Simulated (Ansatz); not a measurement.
# TiSi$_{30}$ (cell with a defect): what the fields show

```
CELL_PARAMETERS angstrom
5.47009 -5.47009 -5.47009
-5.47009 -5.47009 5.47009
-5.47009 5.47009 -5.47009
ATOMIC_POSITIONS crystal
Ti 0.62906 0.87906 0.12906
Si 0.50570 0.00134 0.75556
Si 0.50194 0.25238 0.50238
Si 0.25556 0.75570 0.25134
Si 0.50570 0.50556 0.25134
Si 0.25556 0.00134 0.00570
Si 0.25860 0.26258 0.75860
Si 0.00238 0.75194 0.50238
Si 0.25860 0.50860 0.51258
Si 0.98011 0.00052 0.25052
Si 0.00238 0.25238 0.00194
Si 0.75134 0.75570 0.75556
Si 0.01258 0.50860 0.75860
Si 0.75052 0.00052 0.48011
Si 0.75052 0.23011 0.25052
Si 0.75134 0.50556 0.00570
Si 0.27785 0.75759 0.00759
Si 0.25581 0.00627 0.75581
Si 0.24552 0.24939 0.49939
Si 0.00236 0.75673 0.25236
Si 0.25581 0.50581 0.25627
Si 0.00236 0.00236 0.00673
Si 0.99939 0.24939 0.74552
Si 0.75236 0.75673 0.50236
Si 0.99939 0.49552 0.49939
Si 0.75236 0.25236 0.00673
Si 0.50759 0.75759 0.77785
Si 0.75627 0.50581 0.75581
Si 0.50673 0.00236 0.50236
Si 0.50673 0.25236 0.25236
Si 0.50759 0.52785 0.00759
```

Computed without spin polarisation.

The calculation used Ansatz 0.2.0, DFT PBE, scalar-relativistic, plane waves, PAW.

In a PAW calculation such maps are meaningful between the atoms, not at the nuclei.

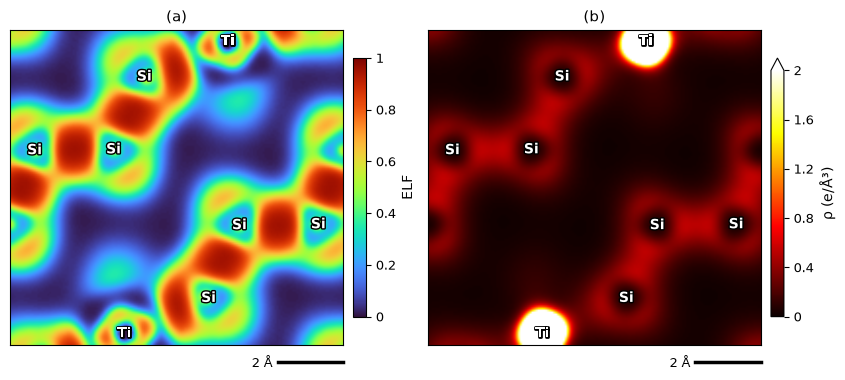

Figure 1. (a) electron localisation function; (b) valence electron density on the (11̄0) plane of the calculation cell.

**What does the map show?**

- The plane passes through Ti and Si nuclei.
- Ti–Si (2.78 Å): the density is about 0.3 e/Å³ at the midpoint; the ELF peaks at about 0.95 in the valence shell of Si, 1.0 Å from its nucleus, and is about 0.75 at the midpoint.
- Si–Si (2.41 Å): ρ at the midpoint is about 0.52 e/Å³; the ELF peaks at about 0.95 between the atoms.
- Between the atoms the lowest density in this plane is 0.02 e/Å³.
- The features right at Ti lie inside the PAW spheres, where the map follows smoothed inner orbitals and isn't to be read closely.

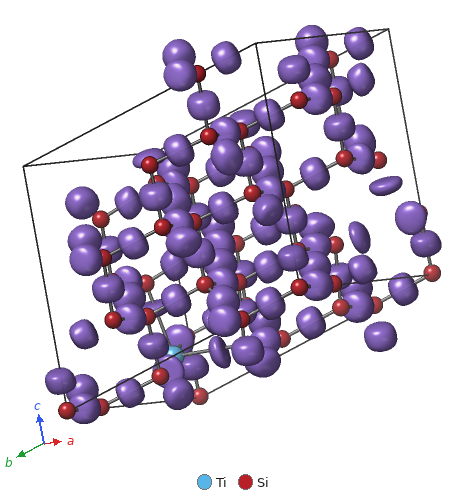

Figure 2. Isosurface of the electron localisation function at 0.85 (purple), seen at an oblique angle. Core shells and regions of very low density are left out. Sticks mark near contacts.

**What do the ELF domains correspond to?**

The ELF exceeds this value in 57 regions between bonded Si–Si atoms and six lobes of the valence shell of Si pointing towards Ti (polar bonds), counted in one cell of 31 atoms. Any copies at cell faces, edges or corners count once.


Si–Si (2.37 Å): the ELF peaks at about 0.95 between the atoms.

**Does the calculation give a band gap?**

It is gapless in this calculation (a metal or semimetal).
